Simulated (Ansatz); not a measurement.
**Run report: W13Se29 (charge −1), geometry relaxation (part 5 of 5)**

Continued. System: W13Se29 (defect cell, 42 atoms in the cell, total charge −1). Method: DFT PBE+D3(BJ), scalar-relativistic, plane waves, PAW, spin-polarised (Ansatz 0.2.0); cutoff 420 eV, 2×2×2 k-mesh, Gaussian smearing of 0.01 eV, collinear spins. The structure derives from an entry of the Crystallography Open Database.

Trajectory as extended XYZ, continued:
```
42
Lattice="8.1975 -2.8397 0.0000 -6.5580 -5.6794 0.0000 0.0000 0.0000 -12.7885" Properties=species:S:1:pos:R:3:forces:R:3 step=8 energy=-293629.70772
Se   -3.2791   -4.4602   -9.5898   -0.0205  -0.0437  -0.0079
W     0.1225   -3.7819   -9.5923    0.0379  -0.0207   0.0006
W     6.5621   -3.7175   -9.5923    0.0714   0.0754   0.0001
W     3.2934   -3.7175   -9.5923    0.0083  -0.0090  -0.0046
W     1.5703   -0.9533   -9.5916   -0.1066  -0.0168  -0.0011
W     1.5305   -6.6042   -9.5911   -0.0321   0.0093   0.0017
W    -1.5832   -6.6457   -9.5914    0.1074   0.0319  -0.0087
W    -1.6387   -4.7235   -3.1949   -0.0021  -0.0018  -0.0012
W     1.6454   -4.7213   -3.1950    0.0024   0.0078  -0.0001
W    -0.0004   -1.8819   -3.1948    0.0016  -0.0008  -0.0008
W     4.9197   -4.7257   -3.1945   -0.0005   0.0053  -0.0052
W     3.2775   -1.8906   -3.1949   -0.0042  -0.0034   0.0003
W    -4.9147   -4.7276   -3.1948    0.0028   0.0019  -0.0003
W    -0.0001   -7.5698   -3.1951   -0.0004  -0.0021   0.0003
Se   -3.2774   -3.7782   -4.8843    0.0009  -0.0024  -0.0056
Se    0.0042   -3.7776   -4.8796    0.0018   0.0016  -0.0026
Se    6.5549   -3.7817   -4.8861    0.0020   0.0001  -0.0029
Se    3.2858   -3.7800   -4.8873    0.0018  -0.0009  -0.0054
Se    1.6403   -0.9406   -4.8820   -0.0025   0.0013  -0.0012
Se    1.6396   -6.6181   -4.8778    0.0006  -0.0012  -0.0020
Se   -1.6410   -6.6200   -4.8781    0.0006   0.0023  -0.0025
Se   -1.4759   -4.7428  -11.3300    0.0024  -0.0116  -0.0059
Se    1.7154   -4.7248  -11.2867   -0.0247   0.0145  -0.0051
Se   -0.0387   -1.9045  -11.2736    0.0271   0.0403   0.0136
Se    4.9224   -4.6769  -11.2394   -0.0097  -0.0442   0.0143
Se    3.2663   -1.8274  -11.2795   -0.0043  -0.0149  -0.0343
Se   -5.0756   -4.7485  -11.3349   -0.0003  -0.0122  -0.0165
Se   -0.0210   -7.5703  -11.3338   -0.0244   0.0016   0.0279
Se   -3.2773   -3.7781   -1.5051   -0.0003  -0.0057   0.0029
Se    0.0045   -3.7776   -1.5102   -0.0003   0.0008   0.0020
Se    6.5549   -3.7815   -1.5034    0.0046   0.0018  -0.0019
Se    3.2857   -3.7799   -1.5019   -0.0011  -0.0009  -0.0017
Se    1.6402   -0.9407   -1.5075   -0.0009   0.0033  -0.0030
Se    1.6393   -6.6180   -1.5124    0.0017  -0.0025   0.0027
Se   -1.6409   -6.6202   -1.5122    0.0007   0.0049   0.0050
Se   -1.4739   -4.7439   -7.8534   -0.0011  -0.0069   0.0180
Se    1.7157   -4.7238   -7.8972   -0.0258   0.0099   0.0106
Se   -0.0395   -1.9053   -7.9105    0.0310   0.0450  -0.0096
Se    4.9220   -4.6801   -7.9481   -0.0059  -0.0356  -0.0024
Se    3.2666   -1.8281   -7.9044   -0.0086  -0.0181   0.0428
Se   -5.0754   -4.7499   -7.8468   -0.0104  -0.0071   0.0203
Se   -0.0217   -7.5717   -7.8489   -0.0201   0.0033  -0.0302
42
Lattice="8.1975 -2.8397 0.0000 -6.5580 -5.6794 0.0000 0.0000 0.0000 -12.7885" Properties=species:S:1:pos:R:3:forces:R:3 step=9 energy=-293629.70966
Se   -3.2858   -4.4748   -9.5917    0.0069   0.0136   0.0051
W     0.1230   -3.7806   -9.5909   -0.0084   0.0092   0.0015
W     6.5662   -3.7143   -9.5907   -0.0211  -0.0120   0.0012
W     3.2916   -3.7229   -9.5907    0.0182  -0.0034   0.0007
W     1.5632   -0.9535   -9.5909   -0.0043  -0.0114   0.0021
W     1.5270   -6.6024   -9.5907   -0.0093  -0.0011   0.0013
W    -1.5787   -6.6430   -9.5908    0.0220  -0.0206  -0.0004
W    -1.6374   -4.7221   -3.1959    0.0005   0.0000   0.0005
W     1.6474   -4.7190   -3.1959    0.0000  -0.0011   0.0010
W     0.0010   -1.8804   -3.1958   -0.0006   0.0020   0.0005
W     4.9212   -4.7243   -3.1958    0.0008   0.0014  -0.0011
W     3.2789   -1.8897   -3.1958    0.0002   0.0008   0.0004
W    -4.9129   -4.7258   -3.1959   -0.0014  -0.0017   0.0003
W     0.0010   -7.5684   -3.1959    0.0008   0.0007   0.0009
Se   -3.2758   -3.7771   -4.8859    0.0003   0.0014  -0.0001
Se    0.0057   -3.7759   -4.8805    0.0006   0.0000  -0.0008
Se    6.5565   -3.7800   -4.8874   -0.0006  -0.0007   0.0010
Se    3.2877   -3.7788   -4.8891    0.0005   0.0003  -0.0008
Se    1.6417   -0.9391   -4.8827   -0.0008  -0.0003  -0.0011
Se    1.6408   -6.6163   -4.8784    0.0001  -0.0003   0.0007
Se   -1.6398   -6.6184   -4.8791   -0.0002  -0.0004   0.0002
Se   -1.4746   -4.7427  -11.3300   -0.0027  -0.0039   0.0021
Se    1.7120   -4.7230  -11.2880   -0.0016  -0.0039   0.0045
Se   -0.0384   -1.9019  -11.2745    0.0055   0.0000   0.0104
Se    4.9234   -4.6895  -11.2301   -0.0006   0.0188  -0.0069
Se    3.2662   -1.8312  -11.2773   -0.0039  -0.0005  -0.0016
Se   -5.0816   -4.7509  -11.3390    0.0041  -0.0030   0.0130
Se   -0.0242   -7.5709  -11.3336   -0.0028   0.0055   0.0026
Se   -3.2758   -3.7770   -1.5058    0.0002   0.0007  -0.0008
Se    0.0058   -3.7759   -1.5112    0.0000   0.0001  -0.0004
Se    6.5564   -3.7800   -1.5042    0.0006  -0.0001  -0.0026
Se    3.2878   -3.7788   -1.5024   -0.0007   0.0003  -0.0013
Se    1.6417   -0.9391   -1.5089   -0.0004  -0.0001  -0.0004
Se    1.6408   -6.6163   -1.5134    0.0003  -0.0004  -0.0013
Se   -1.6398   -6.6183   -1.5127   -0.0001  -0.0007  -0.0013
Se   -1.4748   -4.7426   -7.8520   -0.0049  -0.0023  -0.0026
Se    1.7119   -4.7229   -7.8933   -0.0015  -0.0038  -0.0059
Se   -0.0384   -1.9020   -7.9071    0.0057   0.0013  -0.0110
Se    4.9234   -4.6888   -7.9513   -0.0006   0.0147   0.0086
Se    3.2661   -1.8310   -7.9043   -0.0040  -0.0015   0.0014
Se   -5.0812   -4.7509   -7.8428    0.0046  -0.0023  -0.0151
Se   -0.0244   -7.5707   -7.8477   -0.0013   0.0045  -0.0044
42
Lattice="8.1975 -2.8397 0.0000 -6.5580 -5.6794 0.0000 0.0000 0.0000 -12.7885" Properties=species:S:1:pos:R:3:forces:R:3 step=10 energy=-293629.70966
Se   -3.2858   -4.4748   -9.5917    0.0068   0.0135   0.0051
W     0.1230   -3.7806   -9.5909   -0.0084   0.0092   0.0015
W     6.5662   -3.7143   -9.5907   -0.0211  -0.0119   0.0012
W     3.2916   -3.7229   -9.5907    0.0182  -0.0034   0.0007
W     1.5632   -0.9535   -9.5909   -0.0043  -0.0113   0.0021
W     1.5270   -6.6024   -9.5907   -0.0093  -0.0012   0.0013
W    -1.5787   -6.6430   -9.5908    0.0220  -0.0206  -0.0004
W    -1.6374   -4.7221   -3.1959    0.0005   0.0000   0.0005
W     1.6474   -4.7190   -3.1959    0.0000  -0.0011   0.0010
W     0.0010   -1.8804   -3.1958   -0.0006   0.0020   0.0005
W     4.9212   -4.7243   -3.1958    0.0008   0.0014  -0.0010
W     3.2789   -1.8897   -3.1958    0.0002   0.0008   0.0004
W    -4.9129   -4.7258   -3.1959   -0.0014  -0.0018   0.0003
W     0.0010   -7.5684   -3.1959    0.0008   0.0007   0.0009
Se   -3.2758   -3.7771   -4.8859    0.0003   0.0014  -0.0001
Se    0.0057   -3.7759   -4.8805    0.0006   0.0000  -0.0008
Se    6.5565   -3.7800   -4.8874   -0.0006  -0.0007   0.0010
Se    3.2877   -3.7788   -4.8891    0.0005   0.0003  -0.0008
Se    1.6417   -0.9391   -4.8827   -0.0008  -0.0003  -0.0011
Se    1.6408   -6.6163   -4.8784    0.0001  -0.0003   0.0007
Se   -1.6398   -6.6184   -4.8791   -0.0002  -0.0004   0.0002
Se   -1.4746   -4.7427  -11.3300   -0.0027  -0.0039   0.0020
Se    1.7120   -4.7230  -11.2880   -0.0015  -0.0039   0.0044
Se   -0.0384   -1.9019  -11.2745    0.0055   0.0001   0.0104
Se    4.9234   -4.6895  -11.2301   -0.0006   0.0188  -0.0069
Se    3.2662   -1.8312  -11.2773   -0.0039  -0.0005  -0.0015
Se   -5.0816   -4.7509  -11.3390    0.0041  -0.0030   0.0131
Se   -0.0242   -7.5709  -11.3336   -0.0028   0.0055   0.0026
Se   -3.2758   -3.7770   -1.5058    0.0002   0.0007  -0.0009
Se    0.0058   -3.7759   -1.5112    0.0000   0.0001  -0.0004
Se    6.5564   -3.7800   -1.5042    0.0006  -0.0001  -0.0026
Se    3.2878   -3.7788   -1.5024   -0.0007   0.0003  -0.0014
Se    1.6417   -0.9391   -1.5089   -0.0004  -0.0001  -0.0004
Se    1.6408   -6.6163   -1.5134    0.0003  -0.0004  -0.0013
Se   -1.6398   -6.6183   -1.5127   -0.0001  -0.0007  -0.0013
Se   -1.4748   -4.7426   -7.8520   -0.0049  -0.0023  -0.0025
Se    1.7119   -4.7229   -7.8933   -0.0015  -0.0038  -0.0059
Se   -0.0384   -1.9020   -7.9071    0.0057   0.0014  -0.0109
Se    4.9234   -4.6888   -7.9513   -0.0006   0.0147   0.0086
Se    3.2661   -1.8310   -7.9043   -0.0040  -0.0015   0.0014
Se   -5.0812   -4.7509   -7.8428    0.0046  -0.0023  -0.0152
Se   -0.0244   -7.5707   -7.8477   -0.0013   0.0045  -0.0045
```

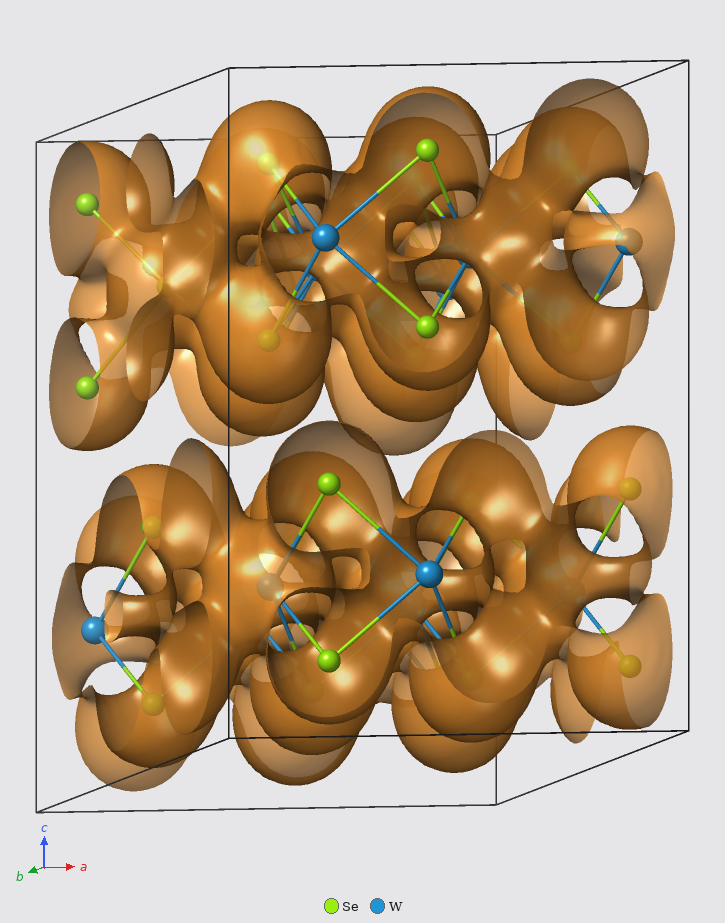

Isosurface of the valence electron density at 0.3 e/Å³ (orange), seen at an oblique angle. Sticks mark near contacts. The outline is the calculation cell. At this value the density is joined into sheets; it holds about 90 % of the electrons treated as valence (semicore included). On the grid the lowest density along these lines, outside the cores, is 0.58 e/Å³ (W–Se, 2.51 Å), 0.5 e/Å³ (Se–Se, 2.52 Å), 0.54 e/Å³ (W–Se, 2.55 Å) and 0.36 e/Å³ (W–Se, 2.75 Å). The fields are those of the smooth PAW valence density.

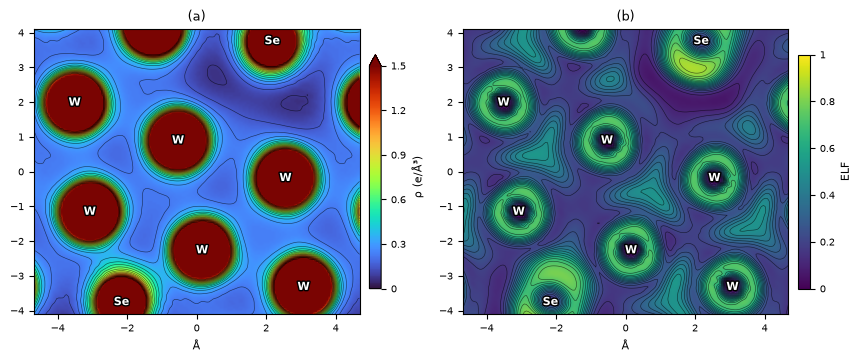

(a) valence charge density (pseudo); (b) electron localisation function on the (001) plane of the calculation cell. Atoms in the plane: Se and W. W–Se (2.75 Å): the density is about 0.36 e/Å³ at the midpoint; the ELF is about 0.40 at the midpoint. Away from the nuclei the density in this plane falls to 0.06 e/Å³ at its lowest. The strong features right at W lie inside the PAW spheres (semicore, d or f shells) and say nothing about bonding.

Results in brief:

| quantity | value |
| --- | --- |
| outcome | converged |
| electrons treated | 647 |
| free energy | −293629.7097 eV |
| Fermi energy | 13.734 eV |
| gap on the k-point mesh | none (metallic) |
| net moment of the cell | 0.00 μB |
| integrated absolute moment | 0.00 μB |
| final volume | 833.56 Å³ |
| largest force (length of the vector) at the end | 0.030 eV/Å |
| hardware | 8 threads of AMD EPYC (Zen 3), 189 GiB of memory available, shared host |
| wall time | 28 min (CPU time 3.4 h) |
| peak memory | 11 GiB |

Warnings of the run: some starting moments were not kept. The cell is charged and computed with a neutralising background, so its energy and pressure depend on the cell and aren't those of a real crystal. Spin–orbit coupling is left out, which matters for W.
